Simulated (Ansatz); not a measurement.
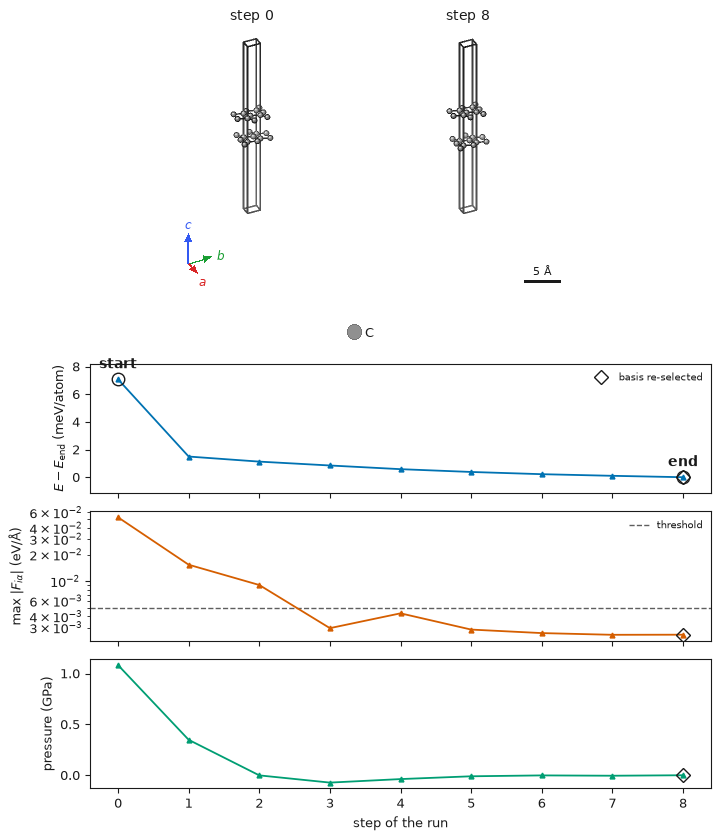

First and last geometry of a relaxation of crystalline C (set up in P-3m1), with the history of the run. The picture is a ball-and-stick view of the cell of the calculation, seen slightly off an axis.

The calculation used Ansatz, DFT PBE, scalar-relativistic, plane waves, PAW. Settings: plane-wave cutoff 420 eV; k-point mesh 18 × 18 × 2; occupations gaussian; smearing width 0.1 eV; no spin polarisation; cell and atoms relaxed; force threshold 0.005 eV/Å; at most 80 steps.

What do the curves and the structures tell?

Answer. It converged. The largest moves relative to the cell, 0.51 Å, are those of C atoms. The volume changes by +0.4 %, with a = b 2.456 → 2.467 Å (+0.4 %), c 24.134 → 24.032 Å (−0.4 %). Among the contacts that change: C–C 1.418 → 1.424 Å. The space group stays P-3m1 (No. 164). The energy falls by 7.1 meV per atom in 7 accepted moves (8 points after the start). The largest force component goes from 0.053 to 0.0025 eV/Å. The pressure goes from 1.08 to 0.00 GPa. The SCF was repeated once at an unchanged geometry on a basis and grid sized afresh for the cell, which shifted the energy by 0.1 meV per atom at most.

Limits of the set-up: layers or molecules are held without a dispersion correction, so their spacing is unreliable.
